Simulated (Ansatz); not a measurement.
Al₅Cu₃: single-point calculation

System: Al₅Cu₃ (slab, 16 atoms in the cell).
Method: DFT PBEsol, scalar-relativistic, plane waves, PAW, no spin polarisation (Ansatz 0.2.0).

The structure derives from an entry of the Crystallography Open Database. It belongs to a series of runs on one base structure; here: (1 1 0) slab cut from the bulk. Figures and captions count atoms from 1; the log counts them from 0 in places.

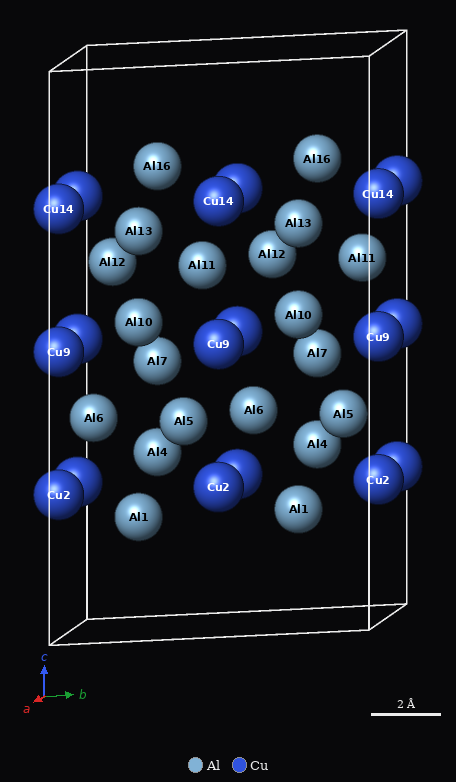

*The structure (spheres-only view of the 1 × 2 repeat of the cell, with the vacuum cut short, seen slightly off an axis; atoms are numbered from 1 in the order of the input). An atom can appear more than once, as a periodic image.*

Summary:

```json
{"quantity": "outcome", "value": "converged"}
{"quantity": "electrons treated", "value": "144"}
{"quantity": "free energy", "value": "−44777.5305 eV"}
{"quantity": "work function, top face", "value": "4.13 eV"}
{"quantity": "work function, bottom face", "value": "4.13 eV"}
{"quantity": "Fermi energy", "value": "2.629 eV"}
{"quantity": "gap on the k-point mesh", "value": "none (metallic)"}
{"quantity": "work function (upper face)", "value": "4.13 eV"}
{"quantity": "largest force (length of the vector)", "value": "0.852 eV/Å"}
{"quantity": "hardware", "value": "2 threads of AMD EPYC (Zen 3), 32 GiB of memory available, shared host"}
{"quantity": "wall time", "value": "36 s (CPU time 72 s)"}
{"quantity": "peak memory", "value": "1.2 GiB"}
```

Input:
```yaml
crystal:
  lattice:
    - [4.8278486183, 0.0, 0.0]
    - [-2.4139243091, 4.2377626284, 0.0]
    - [0.0, 0.0, 25.0126472344]
  atoms:
    - { symbol: Al, position: [0.75, 0.5, 0.2998483099] }
    - { symbol: Cu, position: [0.75, 0.0, 0.3305752051] }
    - { symbol: Cu, position: [0.25, 0.0, 0.3305752051] }
    - { symbol: Al, position: [0.25, 0.5, 0.3613021002] }
    - { symbol: Al, position: [0.9093199577, 0.8186399154, 0.4152876025] }
    - { symbol: Al, position: [0.5906800423, 0.1813600846, 0.4152876025] }
    - { symbol: Al, position: [0.25, 0.5, 0.4692731049] }
    - { symbol: Cu, position: [0.25, 0.0, 0.5] }
    - { symbol: Cu, position: [0.75, 0.0, 0.5] }
    - { symbol: Al, position: [0.75, 0.5, 0.5307268951] }
    - { symbol: Al, position: [0.4093199577, 0.8186399154, 0.5847123975] }
    - { symbol: Al, position: [0.0906800423, 0.1813600846, 0.5847123975] }
    - { symbol: Al, position: [0.75, 0.5, 0.6386978998] }
    - { symbol: Cu, position: [0.75, 0.0, 0.6694247949] }
    - { symbol: Cu, position: [0.25, 0.0, 0.6694247949] }
    - { symbol: Al, position: [0.25, 0.5, 0.7001516901] }
basis:
  ecutwfc: 420
kpoints:
  mp_grid: { grid: [8, 8, 1] }
hamiltonian:
  xc: pbesol
scf:
  occupations: { method: gaussian, width: 0.1 }
output:
  forces: true
  stress: true
  eigenvalues: true
efield:
  axis: 3
  dipole_correction: true
  ramp_width: 0.04
```

Command:
```bash
ansatz run input.yaml --threads 2 --pin off --max-ram 5120MiB --backend cpu --events-out ev --progress --plain --runs-dir out
```

Output:
```
Engine: ansatz 0.2.0, x86_64-unknown-linux-gnu
Pseudopotentials: kind: paw
Pseudopotential: Al, paw, valence charge 3, recommended cutoff 420 eV (normal), Al.paw.azcp
Pseudopotential: Cu, paw, valence charge 19, recommended cutoff 420 eV (normal), Cu.paw.azcp
Functional definition: PBEsol
  exchange = pbesol_x
  correlation = pbesol_c
Crystal: 16 atoms, lattice volume = 511.741 Å³
Basis set: ecut = 420 eV, 9925 PW (Γ), exchange–correlation on 72×72×360 points (8 copies of the dense FFT grid, shifted against one another)
Bands: 88, of which v1, the nominal top of the filled ones, is band 72 counted from 1 (71 counted from 0)
Symmetry: 4 space group operations
k-points: 21 of 64
Non-local potential: Al, projectors of the file, l = 0: 2, l = 1: 2, l = 2: 1
Non-local potential: Cu, projectors of the file, l = 0: 3, l = 1: 2, l = 2: 3, l = 3: 1
PAW form: soft (Blöchl's): semilocal exchange-correlation on the pseudo side does not see the compensation charge
PAW frozen core: Al, regenerated for the run's functional, and the local potential with it (the file was generated under x = pbe(κ = 0.804, μ = 0.2195149727645171), c = pbe(β = 0.06672455060314922))
PAW frozen core: Cu, regenerated for the run's functional, and the local potential with it (the file was generated under x = pbe(κ = 0.804, μ = 0.2195149727645171), c = pbe(β = 0.06672455060314922))
PAW one-centre angular grid: Al, 110 points (default); XC on 64 Gauss nodes
PAW one-centre angular grid: Cu, 590 points (default); XC on 64 Gauss nodes
Initial density: superposition of atomic densities (neutral atoms: chi_scale 0, normalization atom), corrected by the library's trained network
Initial wavefunctions: pseudopotential atomic-orbital guess
Functional: x = pbesol(κ = 0.804, μ = 0.12345679012345678), c = pbesol(β = 0.046)
SCF iter   1: F=—  HF=-44777.542842 eV  |F-HF|=—  |Δ(HF+E_count)|=         —  Δρ=4.77e-3  dr2=1.28e-1  ethr=1.77e-3  p=0.000 e·Å  D=8.71e-14 V/Å  ΔV_dip=-0.00 eV  dr2_dipole=4.54e-8  V_vac-E_F(+/−)=4.12/4.12 eV  ⟨swp⟩=8.5  Hψ=8471  notcnv=0  defer=18
efield: sawtooth ramp at fractional position 0.9800 (placed from the atoms, in the widest stretch of the axis that holds none; the zero of the levels goes with the place), width 0.0400; the density the first Hamiltonian is built on has a dipole p = 0.000 e·Å; the dipole correction subtracts the counter field D = 8.71e-14 V/Å, which shifts the + side's vacuum level by -0.00 eV against the − side's; the planar-averaged density in the ramp window peaks in size at 3.9e-5 e/Å³
preconditioner: auto → LDOS  [metal: Δε(μ)=0.032 eV  Ē_g=6.595 eV  σ=0.100 eV  W_gap=0.18  n_scr=94 (ndim 8)  ℏωp=16.1 eV  f_vac=0.486  D(μ)=5.88/eV (n_scr^D=10)  β→1.0]
SCF iter   2: F=—  HF=-44777.648221 eV  |F-HF|=—  |Δ(HF+E_count)|=   1.05e-1  Δρ=1.35e-2  dr2=5.45e-1  ethr=8.87e-5  p=0.000 e·Å  D=5.82e-6 V/Å  ΔV_dip=-0.00 eV  dr2_dipole=5.47e-9  V_vac-E_F(+/−)=4.14/4.14 eV  ⟨swp⟩=2.0  Hψ=3819  notcnv=0  defer=171
SCF iter   3: F=—  HF=-44777.534105 eV  |F-HF|=—  |Δ(HF+E_count)|=   1.14e-1  Δρ=2.66e-3  dr2=2.37e-2  ethr=8.87e-5  p=0.000 e·Å  D=3.55e-6 V/Å  ΔV_dip=-0.00 eV  dr2_dipole=2.20e-8  V_vac-E_F(+/−)=4.11/4.11 eV  ⟨swp⟩=2.0  Hψ=3319  notcnv=0  defer=171
SCF iter   4: F=—  HF=-44777.531164 eV  |F-HF|=—  |Δ(HF+E_count)|=   2.94e-3  Δρ=9.95e-4  dr2=3.11e-3  ethr=1.65e-5  p=0.000 e·Å  D=4.44e-7 V/Å  ΔV_dip=-0.00 eV  dr2_dipole=1.44e-9  V_vac-E_F(+/−)=4.13/4.13 eV  ⟨swp⟩=2.0  Hψ=2933  notcnv=0  defer=79
SCF iter   5: F=—  HF=-44777.530827 eV  |F-HF|=—  |Δ(HF+E_count)|=   3.37e-4  Δρ=7.04e-4  dr2=1.67e-3  ethr=2.16e-6  p=0.000 e·Å  D=6.73e-7 V/Å  ΔV_dip=-0.00 eV  dr2_dipole=2.62e-9  V_vac-E_F(+/−)=4.13/4.13 eV  ⟨swp⟩=2.3  Hψ=3202  notcnv=0  defer=79
SCF iter   6: F=—  HF=-44777.530551 eV  |F-HF|=—  |Δ(HF+E_count)|=   2.76e-4  Δρ=1.01e-4  dr2=4.77e-5  ethr=1.16e-6  p=0.000 e·Å  D=3.57e-7 V/Å  ΔV_dip=-0.00 eV  dr2_dipole=1.57e-10  V_vac-E_F(+/−)=4.13/4.13 eV  ⟨swp⟩=2.0  Hψ=2376  notcnv=0  defer=79
SCF iter   7: F=—  HF=-44777.530474 eV  |F-HF|=—  |Δ(HF+E_count)|=   7.74e-5  Δρ=4.57e-5  dr2=8.33e-6  ethr=3.31e-8  p=0.000 e·Å  D=3.05e-7 V/Å  ΔV_dip=-0.00 eV  dr2_dipole=1.56e-10  V_vac-E_F(+/−)=4.13/4.13 eV  ⟨swp⟩=2.0  Hψ=2664  notcnv=0  defer=79
SCF iter   8: F=—  HF=-44777.530475 eV  |F-HF|=—  |Δ(HF+E_count)|=   7.85e-7  Δρ=2.56e-5  dr2=2.12e-6  ethr=5.78e-9  p=-0.000 e·Å  D=-3.37e-8 V/Å  ΔV_dip=0.00 eV  dr2_dipole=4.42e-10  V_vac-E_F(+/−)=4.13/4.13 eV  ⟨swp⟩=2.0  Hψ=3085  notcnv=0  defer=79
SCF iter   9: F=—  HF=-44777.530475 eV  |F-HF|=—  |Δ(HF+E_count)|=   2.46e-7  Δρ=6.23e-6  dr2=1.31e-7  ethr=1.48e-9  p=0.000 e·Å  D=2.68e-7 V/Å  ΔV_dip=-0.00 eV  dr2_dipole=1.56e-9  V_vac-E_F(+/−)=4.13/4.13 eV  ⟨swp⟩=2.0  Hψ=2413  notcnv=0  defer=79
SCF iter  10: F=-44777.530475 eV  HF=-44777.530475 eV  |F-HF|=2.39e-8  |Δ(HF+E_count)|=   2.11e-8  Δρ=2.92e-6  dr2=3.03e-8  ethr=6.94e-11  p=-0.000 e·Å  D=-2.10e-7 V/Å  ΔV_dip=0.00 eV  dr2_dipole=1.71e-9  V_vac-E_F(+/−)=4.13/4.13 eV  ⟨swp⟩=16.6  Hψ=8937  notcnv=0
SCF 1 converged in 10 iterations: F = -44777.530475 eV  dr2 = 3.03e-8
  greatest PAW one-centre occupation: 1.000 electrons in one spin orbital (limit 2), on the Cu atom at site 2 (counted from 0), in its partial waves of l = 0
```

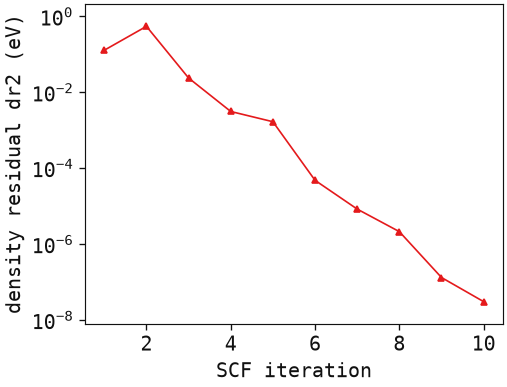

*Convergence of the self-consistent field: density residual dr2 against the SCF iteration.*

The residual comes down, with one marked jump up, by a factor of about 4, at step 2.

```
SCF converged after 10 iterations
Free energy (F): -44777.530475 eV
Harris-Foulkes:  -44777.530475 eV  (|F-HF|=2.39e-8)
Internal energy: -44777.499639 eV  (E = F + TS)
E sigma→0 (E₀):  -44777.515057 eV
Entropy (-TS):   -0.030836 eV (-1.927 meV/atom)
Fermi energy:    2.629459 eV
Dipole field:    D = -0.000035 V/Å  (p = -0.000099 e·Å, saw-weighted, corrected)
Work function:   Φ+ = 4.1319 eV   Φ− = 4.1310 eV
Levels:          The Fermi level and band energies are counted from a zero that moves with the ramp; work functions are not
--- Per-component energies (eV) ---
  E_band       = -3900.862627
  E_kinetic    = 2026.051584
  E_local      = -143792.344656  (includes V_loc(G=0)·N_el)
  E_nonlocal   = 2426.874753
  E_hartree    = 69558.740767
  E_xc         = -928.676834
  E_vxc        = -984.678160  (∫ρ·V_xc dr)
  E_paw        = -14283.598243  (= ΣΔE_a)
  E_vpaw       = -2694.246120  (= ΣTr[D̂ρ^β])
  E_aug_tail   = 0.001570  (compensation charges beyond the density's cutoff)
  E_efield     = 0.000000  (sawtooth field / dipole correction)
  E_vefield    = 0.000000  (∫n·V_field dr)
  E_ewald      = 40214.022817
  E_core_change = 1.428603  (= ΣΔE_core)
  E_smearing   = -0.030836  (= −TS)
  E_closure    = -0.000000  (closes the sum)
  Σ components = -44777.530475   (vs F -44777.530475, Δ=0.00e0)
--- Forces (eV/Å), atoms counted from 1 ---
  atom   1  Al    -0.00000000     0.00000000     0.85156127
  atom   2  Cu     0.00000000     0.00000000    -0.04680330
  atom   3  Cu     0.00000000     0.00000000    -0.04680330
  atom   4  Al     0.00000000     0.00000000    -0.41621462
  atom   5  Al     0.00000000     0.12205924    -0.09616480
  atom   6  Al    -0.00000000    -0.12205924    -0.09616480
  atom   7  Al     0.00000000     0.00000000     0.01857212
  atom   8  Cu    -0.00000000     0.00000000    -0.00000116
  atom   9  Cu    -0.00000000     0.00000000    -0.00000116
  atom  10  Al     0.00000000     0.00000000    -0.01857287
  atom  11  Al     0.00000000     0.12205372     0.09614817
  atom  12  Al    -0.00000000    -0.12205372     0.09614817
  atom  13  Al    -0.00000000     0.00000000     0.41619914
  atom  14  Cu     0.00000000     0.00000000     0.04685640
  atom  15  Cu     0.00000000     0.00000000     0.04685640
  atom  16  Al     0.00000000     0.00000000    -0.85155444
  max |Σ_I F_I| component: 6.12e-5 eV/Å
--- Stress (GPa, compression-positive) ---
       -1.080819      -0.000000      -0.000000
       -0.000000      -1.346035       0.000000
        0.000000       0.000000      -1.270383
  P = ⅓ Tr σ = -1.2324 GPa (-12.324 kbar)
--- Band table (eV; the first three rows and the last of 21) ---
  k-point 0: bands = ["-110.9083", "-110.8981", "-110.3182", "-110.3181", "-110.3080", "-110.3079", "-68.4403", "-68.4313", "-68.4303", "-68.4250", "-68.4213", "-68.3171", "-67.9010", "-67.9009", "-67.8795", "-67.8794", "-67.8497", "-67.8496", "-67.7899", "-67.7897", "-67.7800", "-67.7799", "-67.7536", "-67.7534", "-8.0822", "-7.1829", "-6.0531", "-4.3958", "-3.0951", "-2.7818", "-2.6377", "-2.5352", "-2.1510", "-2.1429", "-2.0217", "-2.0063", "-1.9252", "-1.7645", "-1.6975", "-1.6572", "-1.4934", "-1.4903", "-1.2581", "-1.1734", "-1.1684", "-1.0750", "-0.8734", "-0.8102", "-0.7502", "-0.7390", "-0.6799", "-0.6709", "-0.6698", "-0.5937", "-0.4441", "-0.1292", "-0.1289", "-0.1177", "-0.0315", "-0.0237", "0.0588", "0.1265", "0.1822", "1.0109", "1.0360", "1.2213", "1.2297", "1.3412", "1.6149", "1.7587", "1.8014", "1.9285", "1.9693", "1.9786", "2.0471", "2.8291", "3.8391", "4.2075", "4.2786", "4.5770", "4.5887", "4.6393", "5.3266", "5.4236", "5.4748", "5.5680", "5.6042", "6.0526"]
  k-point 1: bands = ["-110.9083", "-110.8981", "-110.3182", "-110.3181", "-110.3080", "-110.3079", "-68.4403", "-68.4313", "-68.4303", "-68.4250", "-68.4213", "-68.3171", "-67.9010", "-67.9009", "-67.8795", "-67.8794", "-67.8497", "-67.8496", "-67.7899", "-67.7897", "-67.7800", "-67.7799", "-67.7536", "-67.7534", "-7.9521", "-7.0554", "-5.9213", "-4.2814", "-3.0690", "-2.7971", "-2.7444", "-2.5648", "-2.2680", "-2.1438", "-2.1118", "-2.0787", "-1.9362", "-1.8071", "-1.7896", "-1.7446", "-1.6019", "-1.4830", "-1.3665", "-1.3539", "-1.3071", "-1.0248", "-0.9286", "-0.8651", "-0.7608", "-0.7414", "-0.7252", "-0.7209", "-0.6799", "-0.6710", "-0.5332", "-0.5189", "-0.2170", "-0.1307", "-0.1305", "-0.0228", "-0.0219", "-0.0194", "0.1291", "0.4223", "0.5092", "1.0185", "1.1759", "1.4860", "1.7796", "1.9608", "2.0297", "2.1950", "2.2139", "2.4418", "2.4656", "3.2296", "3.9048", "4.3250", "4.3955", "4.8123", "4.8230", "4.8644", "4.9915", "5.4631", "5.5083", "5.8989", "6.2131", "6.2985"]
  k-point 2: bands = ["-110.9083", "-110.8981", "-110.3182", "-110.3181", "-110.3080", "-110.3079", "-68.4403", "-68.4313", "-68.4303", "-68.4250", "-68.4213", "-68.3171", "-67.9010", "-67.9009", "-67.8795", "-67.8794", "-67.8497", "-67.8496", "-67.7898", "-67.7897", "-67.7800", "-67.7799", "-67.7536", "-67.7534", "-7.5638", "-6.6753", "-5.5299", "-3.9477", "-3.7790", "-3.0686", "-2.8057", "-2.6362", "-2.6321", "-2.3890", "-2.1914", "-2.0587", "-2.0161", "-2.0127", "-1.8763", "-1.8425", "-1.6818", "-1.5106", "-1.5062", "-1.4963", "-1.3953", "-1.2644", "-1.1572", "-1.1100", "-0.9521", "-0.8206", "-0.8023", "-0.7338", "-0.7094", "-0.6798", "-0.6738", "-0.6436", "-0.6146", "-0.5845", "-0.2089", "-0.1339", "-0.1336", "-0.0208", "-0.0206", "0.3801", "0.5519", "0.7382", "0.8740", "0.9818", "1.2821", "2.0420", "2.4091", "2.5616", "2.6820", "2.9753", "3.3226", "3.6173", "4.2887", "4.3621", "4.9138", "5.0581", "5.3562", "5.4344", "5.8376", "5.8851", "6.1851", "6.2794", "6.3185", "6.6297"]
  k-point 20: bands = ["-110.9032", "-110.9032", "-110.3131", "-110.3131", "-110.3130", "-110.3130", "-68.4353", "-68.4353", "-68.4264", "-68.4263", "-68.3712", "-68.3712", "-67.8874", "-67.8874", "-67.8873", "-67.8872", "-67.8047", "-67.8046", "-67.8045", "-67.8045", "-67.7849", "-67.7849", "-67.7848", "-67.7848", "-6.4962", "-5.6548", "-4.5737", "-4.5622", "-4.5093", "-3.8254", "-3.7826", "-3.2878", "-2.8225", "-2.3413", "-2.3293", "-2.0472", "-1.8300", "-1.7897", "-1.6846", "-1.6182", "-1.5903", "-1.5874", "-1.4408", "-1.4248", "-1.3330", "-1.2649", "-1.2333", "-1.2217", "-1.0950", "-1.0897", "-1.0471", "-0.9626", "-0.9444", "-0.9435", "-0.9015", "-0.8749", "-0.8416", "-0.7405", "-0.7312", "-0.6714", "-0.6445", "-0.5349", "-0.4884", "-0.2853", "0.2856", "0.4872", "0.5654", "1.4136", "2.1636", "2.2546", "2.4646", "2.4774", "2.8630", "3.2863", "3.5899", "3.6568", "4.2474", "4.8651", "5.0506", "5.5138", "5.8885", "6.2023", "6.2429", "6.7217", "7.1094", "7.1482", "7.5908", "7.8587"]
```

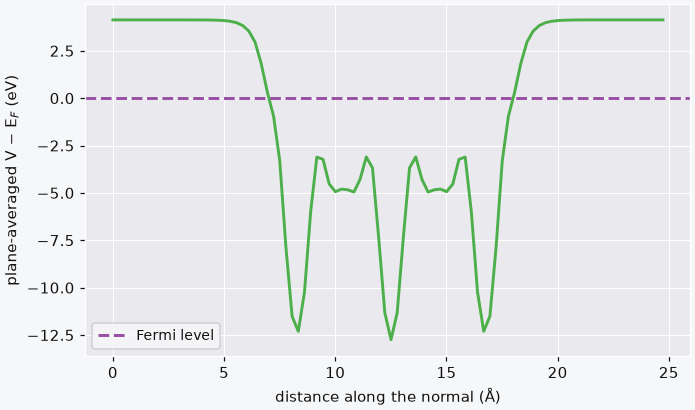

*Plane average of the electrostatic potential energy of an electron across the cell, from the Fermi level.*

The vacuum level lies 4.13 eV above the Fermi level.

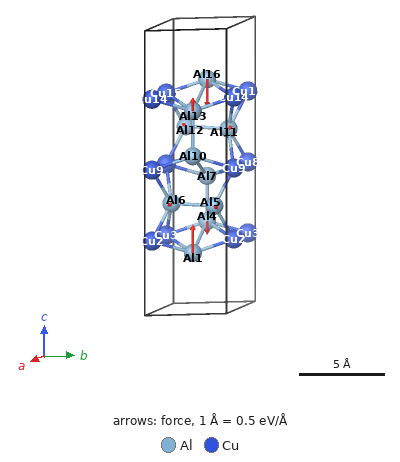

*Forces on the atoms as red arrows (ball-and-stick view of the cell of the calculation, with the vacuum cut short, seen slightly off an axis; atoms are numbered from 1 in the order of the input); the smallest are left out.*

The largest act on Al1, Al16 (0.85 eV/Å); Al4, Al13 (0.42 eV/Å). The geometry is not a stationary point of this energy.
